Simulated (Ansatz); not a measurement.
## A series of single points on Al

System: Al (P2₁, 4 atoms in the cell).
Method: DFT LDA+D3(BJ), scalar-relativistic, plane waves, PAW, PAW set soft_1, no spin polarisation (Ansatz 0.2.0).

The 5 runs differ only in the geometry, by a shift of atoms along one path in a fixed cell. The shift s is measured from run 3: Al1 moves along the Cartesian direction (1.00, 0.00, 0.00), and Al3 with it in fixed proportion. The structure derives from a Materials Project entry.

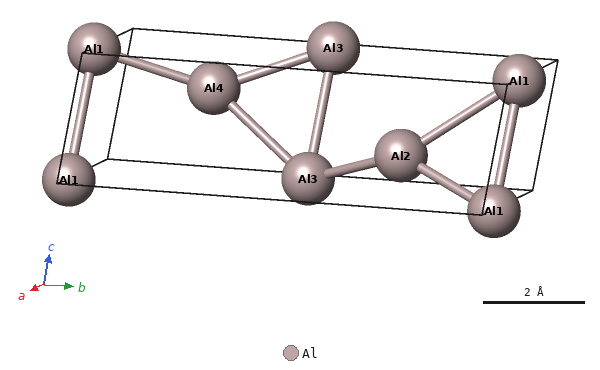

Figure 1. The structure of run 3 (ball-and-stick view of the cell of the calculation, set on other vectors, seen slightly off an axis; atoms are numbered from 1 in the order of the input).

### Input of run 3
```yaml
crystal:
  lattice:
    - [2.7749349733, 0.0, 0.0]
    - [-1.3874674867, 2.4031641807, 0.0]
    - [0.0, 0.0, 9.1065785895]
  atoms:
    - { symbol: Al, position: [-0.2282871362, -0.2446774152, 0.0] }
    - { symbol: Al, position: [0.3333333333, 0.6666666667, 0.25] }
    - { symbol: Al, position: [0.2282871362, 0.2446774152, 0.5] }
    - { symbol: Al, position: [0.6666666667, 0.3333333333, 0.75] }
basis:
  ecutwfc: 420
kpoints:
  mp_grid: { grid: [18, 18, 6] }
hamiltonian:
  xc: lda
  pseudopotentials: { kind: paw, azcp: { folder: soft_1 } }
  dispersion: d3bj
scf:
  occupations: { method: gaussian, width: 0.15 }
output:
  forces: true
  stress: true
  eigenvalues: true
```

Command:
```bash
ansatz run input.yaml --threads 2 --pin off --max-ram 4096MiB --backend cpu --events-out ev --progress --plain --runs-dir out
```

Lattice vectors (Å) and fractional positions of run 3:
```
   2.774935    0.000000    0.000000
  -1.387467    2.403164    0.000000
   0.000000    0.000000    9.106579
Al -0.228287 -0.244677  0.000000
Al  0.333333  0.666667  0.250000
Al  0.228287  0.244677  0.500000
Al  0.666667  0.333333  0.750000
```

Run 4 differs from it as follows:
```diff
-    - { symbol: Al, position: [-0.2282871362, -0.2446774152, 0.0] }
+    - { symbol: Al, position: [-0.1753129219, -0.2446774152, 0.0] }
-    - { symbol: Al, position: [0.2282871362, 0.2446774152, 0.5] }
+    - { symbol: Al, position: [0.1753129219, 0.2446774152, 0.5] }
```

### Results, with one run withheld

| run | shift s of Al1 (Å) | free energy per atom, from the lowest run given (meV) | pressure (GPa) | force along the path (eV/Å) |
| --- | --- | --- | --- | --- |
| 1 | −0.2940 | 75.24 | 5.56 | 0.913 |
| 2 | −0.1470 | 44.33 | 4.58 | 0.757 |
| 3 | 0.0000 | 20.36 | 3.81 | 0.539 |
| 4 | 0.1470 | ? | ? | ? |
| 5 | 0.2940 | 0.00 | 3.11 | 0.000 |

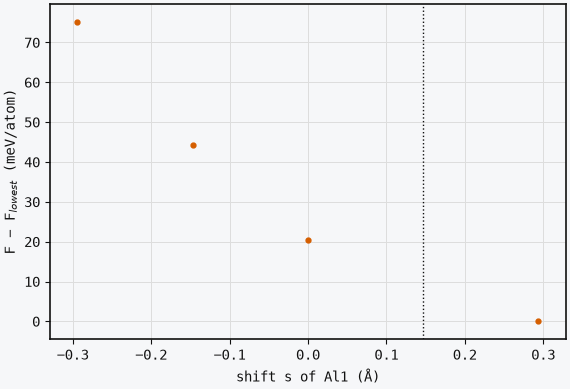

Figure 2. Free energy per atom of the runs given; the dotted line marks run 4.

Fit the runs given and predict run 4.

A quadratic polynomial in the coordinate, fitted to the 4 runs given, misses them by at most 0.49 meV per atom. With x = s + 0.0367, it reads F = 25.704 − 142.77 x + 196.13 x² (meV per atom). At run 4 it gives 6.10 meV per atom, and the run itself gives 5.20. The slope of the fit gives a force −dF/ds of 0.283 eV/Å along the path (summed over the atoms that move), and the printed forces give 0.281 eV/Å. The fit has no minimum inside this range. So low a polynomial doesn't follow these energies more closely.

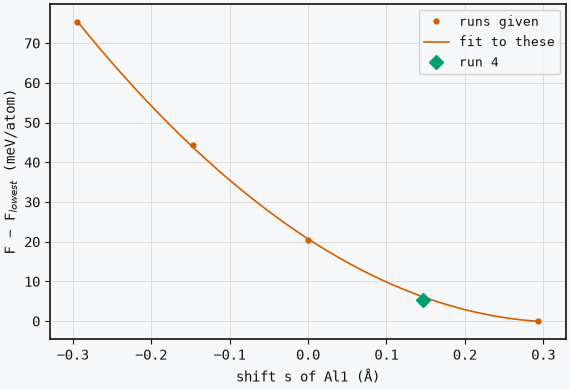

Figure 3. The fit and the withheld run.

### Output, shortened to warnings, some set-up lines, iterations and results (run 4)
```
Warning: [file] the record states the generating functional pbe (its physics header spells it `PBE`), which answers neither for hamiltonian.xc's functional nor for the lda family's — results may be inconsistent (PPs are generated against a specific XC)
Warning: the engine holds no damping parameters fitted to this dispersion correction and functional, so the run takes those fitted to pbe (hamiltonian.dispersion, under Limitations)
Basis set: ecut = 420 eV, 1195 PW (Γ)
Symmetry: 2 space group operations
k-points: 656 of 1944 (time reversal used)
Initial density: superposition of atomic densities (chi_scale 0.1, normalization cell)
[...]
SCF iter   1: F=—  HF=-2052.807161 eV  |F-HF|=—  |Δ(HF+E_count)|=         —  Δρ=2.31e-2  dr2=3.07e-1  ethr=3.10e-3  ⟨swp⟩=6.7  Hψ=117539  notcnv=0  defer=32
SCF iter   2: F=—  HF=-2052.643614 eV  |F-HF|=—  |Δ(HF+E_count)|=   1.64e-1  Δρ=1.48e-2  dr2=1.28e-1  ethr=2.56e-3  ⟨swp⟩=1.0  Hψ=14432  notcnv=0  defer=49
SCF iter   3: F=—  HF=-2052.559410 eV  |F-HF|=—  |Δ(HF+E_count)|=   8.42e-2  Δρ=5.58e-4  dr2=3.02e-4  ethr=1.06e-3  ⟨swp⟩=1.0  Hψ=7838  notcnv=0  defer=55
SCF iter   4: F=—  HF=-2052.559224 eV  |F-HF|=—  |Δ(HF+E_count)|=   1.86e-4  Δρ=4.54e-4  dr2=5.57e-4  ethr=2.52e-6  ⟨swp⟩=2.4  Hψ=11605  notcnv=0  defer=55
SCF iter   5: F=—  HF=-2052.559061 eV  |F-HF|=—  |Δ(HF+E_count)|=   1.62e-4  Δρ=5.49e-5  dr2=5.75e-6  ethr=2.52e-6  ⟨swp⟩=2.0  Hψ=10566  notcnv=0  defer=55
SCF iter   6: F=—  HF=-2052.559060 eV  |F-HF|=—  |Δ(HF+E_count)|=   1.50e-6  Δρ=6.37e-6  dr2=1.75e-8  ethr=8.33e-10  ⟨swp⟩=7.1  Hψ=49666  notcnv=0
SCF iter   7: F=-2052.559060 eV  HF=-2052.559060 eV  |F-HF|=1.74e-9  |Δ(HF+E_count)|=  2.78e-10  Δρ=1.04e-6  dr2=2.13e-9  ethr=1.46e-10  ⟨swp⟩=2.0  Hψ=24032  notcnv=0
SCF 1 converged in 7 iterations: F = -2052.559060 eV  dr2 = 2.13e-9
SCF converged after 7 iterations
Free energy (F): -2052.559060 eV
Harris-Foulkes:  -2052.559060 eV  (|F-HF|=1.74e-9)
Internal energy: -2052.543072 eV  (E = F + TS)
E sigma→0 (E₀):  -2052.551066 eV
Entropy (-TS):   -0.015988 eV (-3.997 meV/atom)
Fermi energy:    8.580667 eV
--- Per-component energies (eV) ---
  E_band       = 47.507901
  E_kinetic    = 95.808421
  E_local      = 43.335284  (includes V_loc(G=0)·N_el)
  E_nonlocal   = 44.371648
  E_hartree    = 0.562669
  E_xc         = -152.133384
  E_vxc        = -121.084658  (∫ρ·V_xc dr)
  E_paw        = -1781.669028  (= ΣΔE_a)
  E_vpaw       = -16.048107  (= ΣTr[D̂ρ^β])
  E_aug_tail   = -0.000016  (compensation charges beyond the density's cutoff)
  E_ewald      = -301.573825
  E_disp       = -1.467706  (pairwise vdW)
  E_core_change = 0.222866  (= ΣΔE_core)
  E_smearing   = -0.015988  (= −TS)
  E_closure    = -0.000000  (closes the sum)
  Σ components = -2052.559060   (vs F -2052.559060, Δ=0.00e0)
--- Forces (eV/Å), atoms counted from 1 ---
  atom   1  Al     0.14046032     0.54413959     0.29358085
  atom   2  Al    -0.24239631     0.40887485    -0.29358033
  atom   3  Al    -0.14046032    -0.54413959     0.29358085
  atom   4  Al     0.24239631    -0.40887485    -0.29358033
  max |Σ_I F_I| component: 1.05e-6 eV/Å
--- Stress (GPa, compression-positive) ---
        0.682308      -0.160143      -0.000000
       -0.160143       0.718548       0.000000
       -0.000000       0.000000       8.485061
  P = ⅓ Tr σ = 3.2953 GPa (32.953 kbar)
```

Notes on the run: the PAW datasets were made with another functional; the dispersion correction has no parameters fitted for this combination and takes those fitted for PBE.
